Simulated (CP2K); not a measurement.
## AlNi: 6 runs along one coordinate

System: AlNi (2 atoms in the cell).
Method: Kohn-Sham DFT of a periodic cell, PBE, GTH-PBE with UZH-TZVP basis, spin-polarised (CP2K 2026.2).

The 6 runs differ only in the geometry, by an even scaling of the cell at fixed fractional positions. The structure derives from an entry of the Crystallography Open Database.

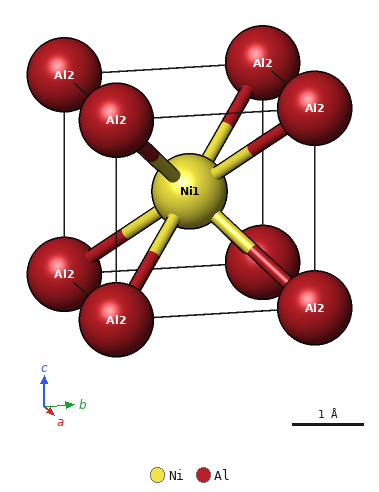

Figure 1. The structure of run 4 (ball-and-stick view of the cell of the calculation, seen slightly off an axis; atoms are numbered from 1 in the order of the input).

**Input of run 4**
```
&GLOBAL
  PROJECT alni_eos
  RUN_TYPE ENERGY_FORCE
  PRINT_LEVEL LOW
&END GLOBAL
&FORCE_EVAL
  METHOD QS
  STRESS_TENSOR ANALYTICAL
  &DFT
    BASIS_SET_FILE_NAME BASIS_MOLOPT_UZH
    POTENTIAL_FILE_NAME POTENTIAL_UZH
    UKS T
    MULTIPLICITY 2
    WFN_RESTART_FILE_NAME previous-RESTART.kp
    &MGRID
      CUTOFF 650
      REL_CUTOFF 60
      NGRIDS 5
    &END MGRID
    &QS
      METHOD GPW
      EPS_DEFAULT 1.0E-10
    &END QS
    &KPOINTS
      SCHEME MONKHORST-PACK 9 9 9
      GAMMA_CENTERED T
      SYMMETRY T
      SYMMETRY_BACKEND SPGLIB
    &END KPOINTS
    &SCF
      SCF_GUESS RESTART
      EPS_SCF 1.0E-6
      MAX_SCF 150
      ADDED_MOS 13 14
      CHOLESKY OFF
      EPS_EIGVAL 1.0E-7
      &DIAGONALIZATION ON
        ALGORITHM STANDARD
      &END DIAGONALIZATION
      &MIXING ON
        METHOD BROYDEN_MIXING
        ALPHA 0.2
        BETA 1.5
        NBUFFER 10
      &END MIXING
      &SMEAR ON
        METHOD FERMI_DIRAC
        ELECTRONIC_TEMPERATURE 580.23
      &END SMEAR
    &END SCF
    &XC
      &XC_FUNCTIONAL
        &GGA_X_PBE
        &END GGA_X_PBE
        &GGA_C_PBE
        &END GGA_C_PBE
      &END XC_FUNCTIONAL
    &END XC
    &PRINT
      &KPOINTS ON
      &END KPOINTS
      &MULLIKEN ON
      &END MULLIKEN
      &MO ON
        ENERGIES T
        OCCUPATION_NUMBERS T
        &EACH
          QS_SCF 0
        &END EACH
        ADD_LAST NUMERIC
      &END MO
    &END PRINT
  &END DFT
  &SUBSYS
    &CELL
      A 2.9000800262 0.0000000000 0.0000000000
      B 0.0000000000 2.9000800262 0.0000000000
      C 0.0000000000 0.0000000000 2.9000800262
      PERIODIC XYZ
    &END CELL
    &COORD
      SCALED
      Ni  0.5000000000 0.5000000000 0.5000000000
      Al  0.0000000000 0.0000000000 0.0000000000
    &END COORD
    &KIND Ni
      BASIS_SET TZVP-MOLOPT-PBE-GTH-q18
      POTENTIAL GTH-PBE-q18
      MAGNETIZATION 1.0
    &END KIND
    &KIND Al
      BASIS_SET TZVP-MOLOPT-PBE-GTH-q3
      POTENTIAL GTH-PBE-q3
    &END KIND
    &PRINT
      &ATOMIC_COORDINATES ON
      &END ATOMIC_COORDINATES
      &CELL ON
      &END CELL
    &END PRINT
  &END SUBSYS
  &PRINT
    &FORCES ON
    &END FORCES
    &STRESS_TENSOR ON
    &END STRESS_TENSOR
  &END PRINT
&END FORCE_EVAL
```

Command:
```bash
OMP_NUM_THREADS=1 cp2k.psmp -i alni_eos.inp -o alni_eos.out
```

Run 5 differs from it as follows:
```diff
-      A 2.9000800262 0.0000000000 0.0000000000
-      B 0.0000000000 2.9000800262 0.0000000000
-      C 0.0000000000 0.0000000000 2.9000800262
+      A 2.9189122424 0.0000000000 0.0000000000
+      B 0.0000000000 2.9189122424 0.0000000000
+      C 0.0000000000 0.0000000000 2.9189122424
```

**Results, with one run withheld**

| run | volume per atom (Å³) | free energy per atom, from the lowest run given (meV) | pressure (GPa) |
| --- | --- | --- | --- |
| 1 | 11.239 | 34.58 | 13.73 |
| 2 | 11.478 | 17.36 | 9.42 |
| 3 | 11.717 | 6.25 | 5.53 |
| 4 | 12.196 | 0.00 | −1.11 |
| 5 | 12.435 | ? | ? |
| 6 | 12.674 | 11.62 | −6.49 |

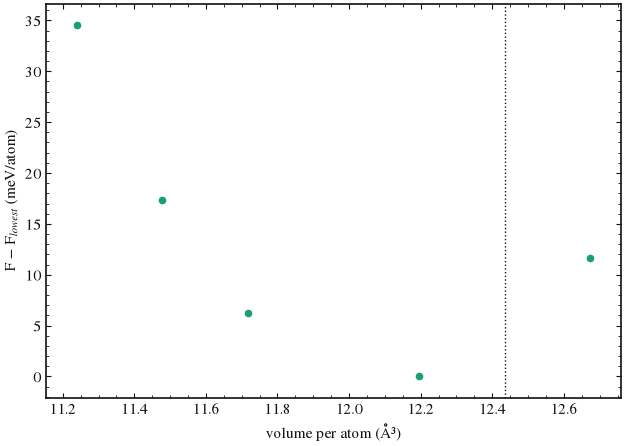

Figure 2. Free energy per atom of the runs given; the dotted line marks run 5.

Estimate the energy of run 5 from the others.

A cubic polynomial in V^(−2/3) (the Birch–Murnaghan form), fitted to the 5 runs given, misses them by under 0.01 meV per atom. With x = V^(−2/3) − 0.19247 Å⁻², it reads F = 2.654 + 2101.8 x + 3.7376e+05 x² + 3.4666e+05 x³ (meV per atom). At run 5 it gives 3.81 meV per atom, and the run itself gives 3.81. The slope of the fit gives a pressure −dF/dV of −3.94 GPa there, and the run prints −3.94 GPa. The fit has its minimum at 12.108 Å³ per atom, where V d²F/dV² gives 157 GPa: the bulk modulus at this level, since symmetry fixes the shape and the positions.

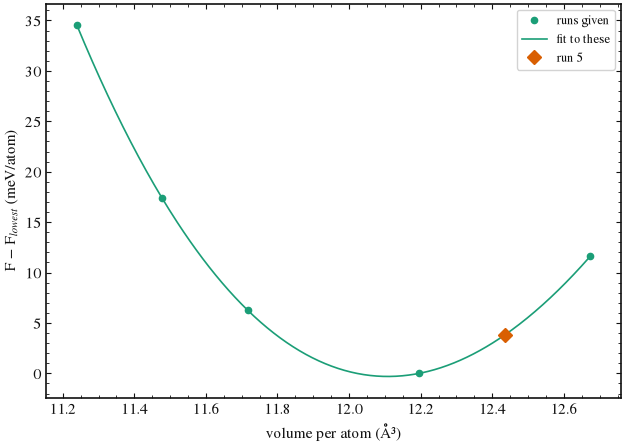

Figure 3. The fit and the withheld run.

**Some lines of the output (run 5)**
```
[...]
 CELL| Volume [angstrom^3]:                                            24.869274
 CELL_REF| Volume [angstrom^3]:                                        24.869274
                        Smear method:                                FERMI_DIRAC
  Step     Update method      Time    Convergence         Total energy    Change
  Fermi energy:                                                 0.38147972705180
  Total energy:                                              -171.91702145121059
  Total energy (extrapolated to T->0):                       -171.91688789813136
 MO| E(Fermi):            0.381480 a.u.         10.380591 eV
 MO| Band gap:            0.039843 a.u.          1.084183 eV
```
